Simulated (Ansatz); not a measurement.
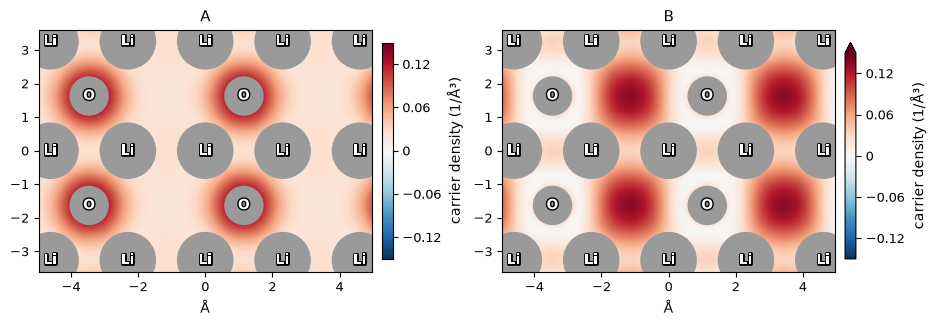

Li₂O, doped once with holes and once with electrons (0.25 e in the calculation's cell of 3 atoms, uniform background, atoms fixed). Each panel shows the carrier's density (positive where it sits) on the (011) plane of the conventional cell; grey discs cover the cores. Cores are masked to 0.8 Å (Li) and 0.6 Å (O). This is very heavy doping.

Space group Fm-3m.

These are results of DFT PBE, scalar-relativistic, plane waves, PAW (Ansatz), not measurements.

Q: Which panel shows the hole and which the electron?

A: A is the hole: outside the cores it is densest at the edge of the masked core of O; it divides as O about 90 % and Li about 10 %. B is the electron: outside the cores it is densest 2.0 Å from a lithium nucleus and 2.3 Å from an oxygen one; it divides as O about 85 % and Li about 15 %. Shares are sums over atomic cells sized by the Bader volumes, which fill 25 % (Li) and 75 % (O) of the cell, so only an excess over these marks a preference; they are shares of the net change, screening included, and the band-edge orbitals themselves can be more concentrated.

Run times: 26 s (hole) and 25 s (electron), on 1 thread of Arm Neoverse N1 (shared host).
